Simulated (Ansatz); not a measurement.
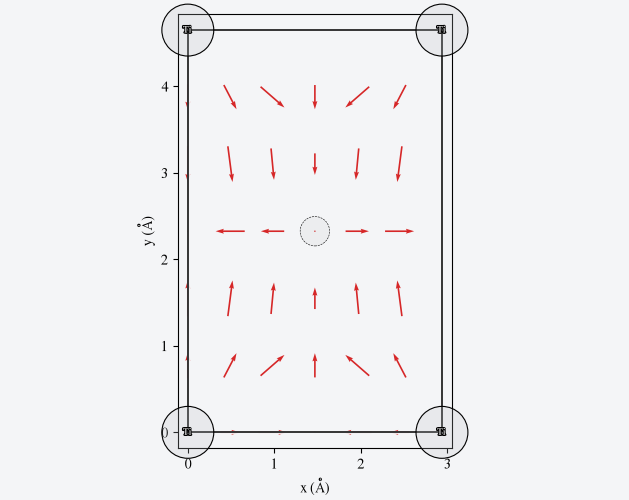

Si on a Ti(100) slab cut from the P6_3/mmc phase, its upper half relaxed before the scan (12 atoms of substrate and one adsorbate in a 2 × 1 cell). Si is moved over the surface cell; relaxed at each place: the height of the adsorbate's atoms; substrate rigid; the origin of the map has the adsorbate above Ti11. Places are given modulo a cell vector. The map is drawn in real space over the plane of the surface. The grid has 6 × 6 points; 16 points were computed and 20 follow by symmetry. Places are given in fractions of the 1 × 1 surface cell. Theory: DFT PBE, scalar-relativistic, plane waves, PAW (Ansatz 0.2.0). Settings: cutoff 420 eV, k-mesh 5×6×1, gaussian smearing 0.1 eV, no spin polarisation.

In the figure: arrows along the force (downhill), their lengths compressed, labelled circles for the atoms of the top layer and small ones for the second layer, the outline of one cell of the plane.

The arrows alone are given. Where is the energy lowest?

Answer. The arrows converge at the trough between two rows of top atoms, (0/6, 3/6) of the cell vectors (read from the interpolated surface).

The energy map of the same scan:

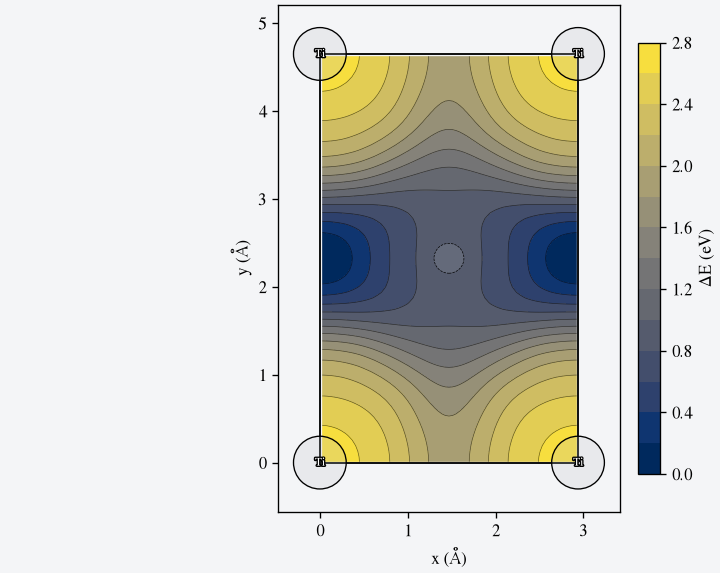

Energies are in eV, from the lowest grid point; between grid points the surface is interpolated.

PAW datasets: the set soft_1.
